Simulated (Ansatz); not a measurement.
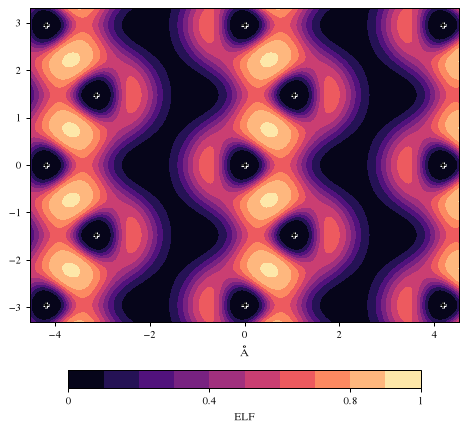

The ELF on a plane through atoms (crosses mark nuclei in the plane).

The calculation used DFT, revPBE, plane waves (420 eV) with PAW, scalar-relativistic in Ansatz.

Candidates:
A. B, a = 4.18 Å, b = 4.18 Å, c = 4.18 Å, α = 90.00°, β = 90.00°, γ = 90.00°. Space group Fd-3m; set up as B, diamond; a generated structure, not necessarily the stable one; changed on purpose from its base cell (volume × 1.08); computed pressure about −12 GPa in this cell.
B. Ir, a = 2.58 Å, b = 2.58 Å, c = 2.58 Å, α = 90.00°, β = 90.00°, γ = 90.00°. Space group Pm-3m; set up as Ir, simple cubic; a generated structure, not necessarily the stable one; changed on purpose from its base cell (volume × 1.0); computed without spin polarisation.
C. Cr, a = 2.43 Å, b = 2.43 Å, c = 4.36 Å, α = 90.00°, β = 90.00°, γ = 120.00°. Space group P6₃/mmc; set up as Cr, hcp; a generated structure, not necessarily the stable one; changed on purpose from its base cell (volume × 0.92); computed pressure about 22 GPa in this cell; the program warned that a starting moment wasn't kept; spin-polarised, but the moments vanished.

Q: Which system is this?

A: Candidate A: B on the (011) plane of the conventional cell, which holds B. B–B (1.81 Å): the ELF peaks at about 0.90 between the atoms.
